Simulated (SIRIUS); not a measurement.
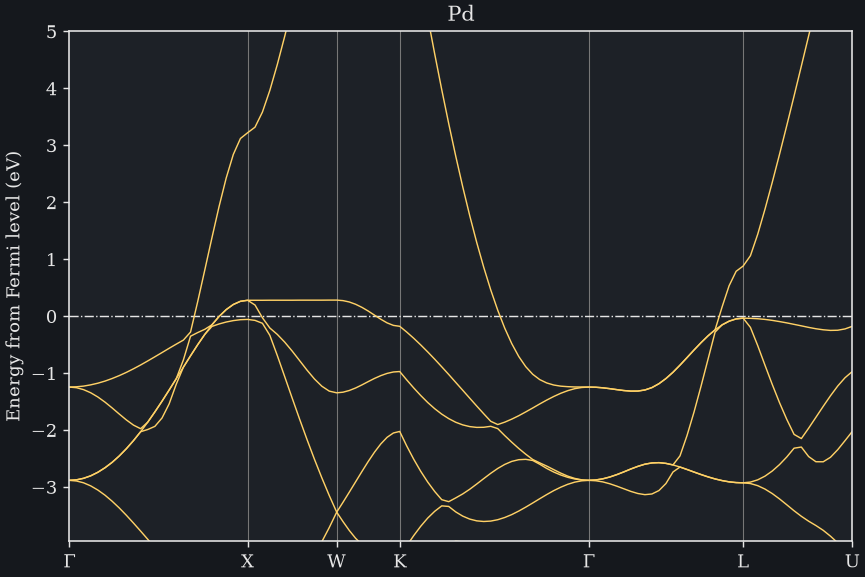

Band structure. Energies are counted from the Fermi level. The path runs straight from each named point to the next.

Q: Which Bravais lattice do the labels of the path belong to?

A: A face-centred cubic lattice: the path Γ–X–W–K–Γ–L–U runs through the special points of its Brillouin zone.

System: fcc Pd, space group Fm-3m, 1 atom in the primitive cell.

```cif
data_structure
_symmetry_space_group_name_H-M 'P 1'
_symmetry_Int_Tables_number 1
_cell_length_a 2.7528
_cell_length_b 2.7528
_cell_length_c 2.7528
_cell_angle_alpha 60.000
_cell_angle_beta 60.000
_cell_angle_gamma 60.000
_cell_volume 14.75
loop_
_atom_site_label
_atom_site_type_symbol
_atom_site_fract_x
_atom_site_fract_y
_atom_site_fract_z
_atom_site_occupancy
Pd1 Pd 0.00000 0.00000 0.00000 1
```

Method: PBEsol, PseudoDojo 0.4.1 PBE standard (scalar relativistic), no spin polarisation, no spin-orbit coupling, 10×10×10 k mesh, 1127 eV cutoff, Fermi-Dirac smearing of 0.05 eV (SIRIUS).

Q: Is there a gap at the Fermi level?

A: A metal: 3 bands cross the Fermi level along this path.

The potentials were made for another functional. The k mesh is thin for a metal, so its Fermi level is uncertain.
